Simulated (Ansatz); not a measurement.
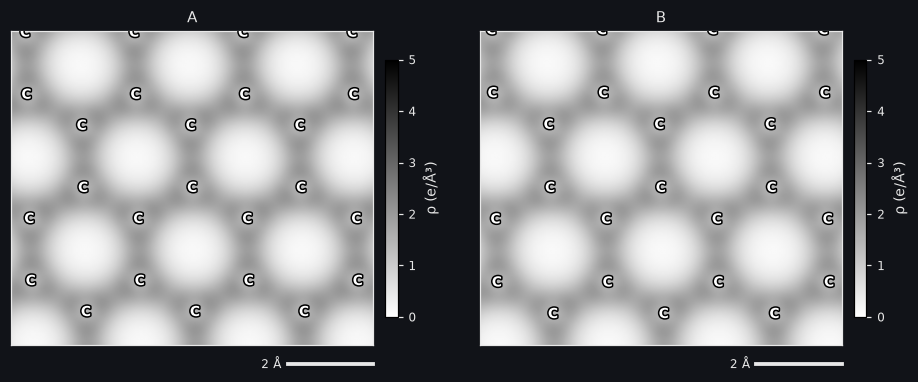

C. The valence electron density of two cells that differ in size, on the (001) plane of each (indices in the axes of the calculation cell), at one length scale and on one colour scale: B has 11.2 Å³ an atom and A 10.7.

The calculation used Ansatz 0.2.0, DFT PBEsol, scalar-relativistic, plane waves, PAW.

Question: What changes from the larger cell to the smaller?

Answer: From the larger cell to the smaller, C–C goes from 1.50 to 1.45 Å, and the density at its midpoint from 1.7 to 1.9 e/Å³; the pressure goes from −27 to −19 GPa.

PAW datasets: the set soft_1.
